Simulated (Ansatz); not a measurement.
TiO₂

Input

```
crystal:
  lattice:
    - [4.6819400349, 0.0, 0.0]
    - [0.0, 4.6819400349, 0.0]
    - [0.0, 0.0, 2.9884637574]
  atoms:
    - { symbol: Ti, position: [0.0, 0.0, 0.0039244396] }
    - { symbol: Ti, position: [0.5, 0.5, 0.5039244396] }
    - { symbol: O, position: [0.3050970583, 0.3050970583, -0.0058707153] }
    - { symbol: O, position: [0.1949029417, 0.8050970583, 0.4941292847] }
    - { symbol: O, position: [0.6949029417, 0.6949029417, -0.0058707153] }
    - { symbol: O, position: [0.8050970583, 0.1949029417, 0.4941292847] }
basis:
  ecutwfc: 520.0
kpoints:
  mp_grid: { grid: [6, 6, 10] }
hamiltonian:
  xc: pbe
  pseudopotentials: { kind: paw, azcp: { folder: soft_1 } }
scf:
  occupations: { method: gaussian, width: 0.05 }
output:
  forces: true
  stress: true
  eigenvalues: true
  write_density: true
  write_potential: true
  elf: true
  volumetric_format: npy
```

Run with:

```sh
ansatz run input.yaml --threads 4 --pin off --max-ram 8192MiB --backend cpu --events-out ev --progress --plain --runs-dir out
```

Below, planes, directions and counts refer to the conventional cell (a = 4.68 Å, b = 4.68 Å, c = 2.99 Å, α = 90.00°, β = 90.00°, γ = 90.00°).

Space group P4₂nm; a point of a scan over the structure, not its minimum; changed on purpose from its base cell (mode 1 frozen in at -0.017 Å, equal normal strain along x, y and z +0.0083); computed pressure about −5 GPa in this cell; computed without spin polarisation; PAW files of the earlier set (soft_1).

Theory: DFT PBE, scalar-relativistic, plane waves, PAW (Ansatz 0.2.0).

The density is the valence pseudo-density of a PAW calculation; it isn't the true density close to the nuclei.

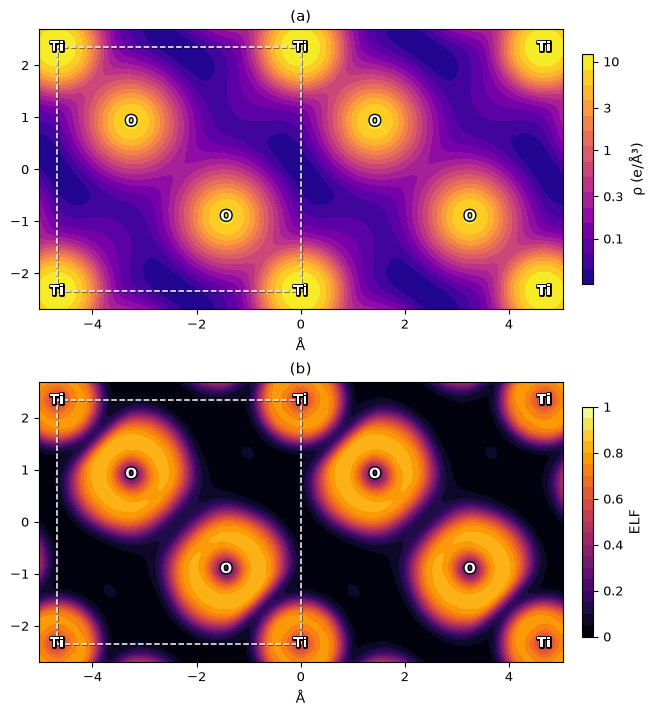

Figure 1. (a) valence charge density (pseudo); (b) electron localisation function on the (001) plane of the conventional cell.

What does the map show?

Answer. The section cuts through Ti and O sites.
Ti–O (2.02 Å): ρ at the midpoint is about 0.6 e/Å³; the ELF peaks at about 0.85 in the valence shell of O, 0.6 Å from its nucleus, and is about 0.20 at the midpoint; no localised pair shows between them.
Between the atoms the lowest density in this plane is 0.03 e/Å³.
The features right at Ti lie inside the PAW spheres, where the map follows smoothed inner orbitals and isn't to be read closely.

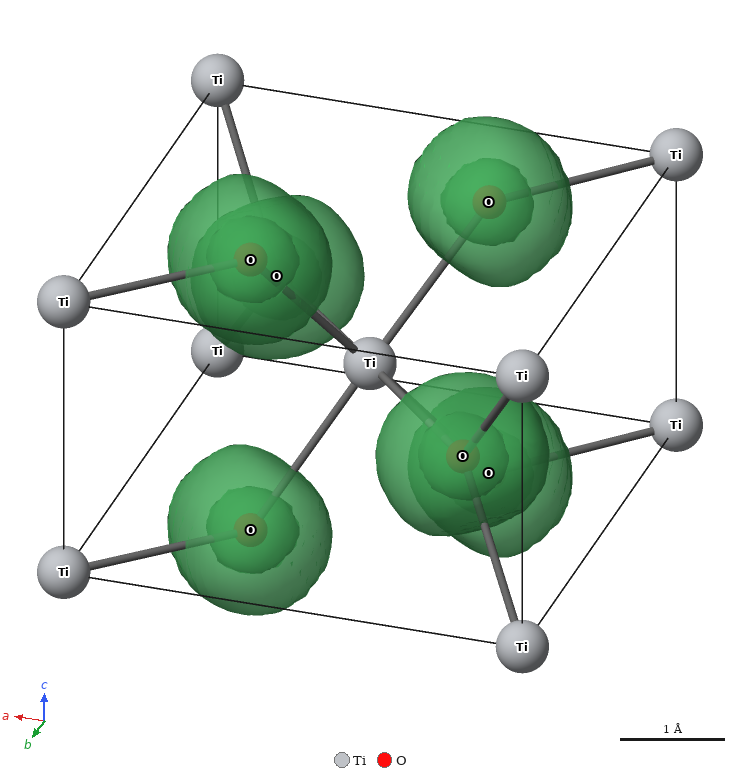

Figure 2. Isosurface of the electron localisation function at 0.75 (green), seen at an oblique angle. Only the valence region is drawn (cores and ρ < 0.01 e/Å³ removed). Sticks mark near contacts.

What do the ELF domains correspond to?

Answer. The surface consists of four regions wrapped around O (the valence shell of each), counted in one cell of 6 atoms. Any copies at cell faces, edges or corners count once. Along the contacts the grid gives the following. Ti–O (1.95 Å): the ELF peaks at about 0.80 in the valence shell of O, 0.6 Å from its nucleus, and is about 0.20 at the midpoint (no localised pair shows between them). Ti–O (2.00 Å): the ELF peaks at about 0.80 in the valence shell of O, 0.6 Å from its nucleus, and is about 0.20 at the midpoint (no localised pair shows between them).

Does the calculation make it a metal, or give it a gap?

Answer. It is gapped, with a Kohn–Sham gap of 1.8 eV on the k-point mesh (the band edges may lie off the mesh, which would make the gap smaller).
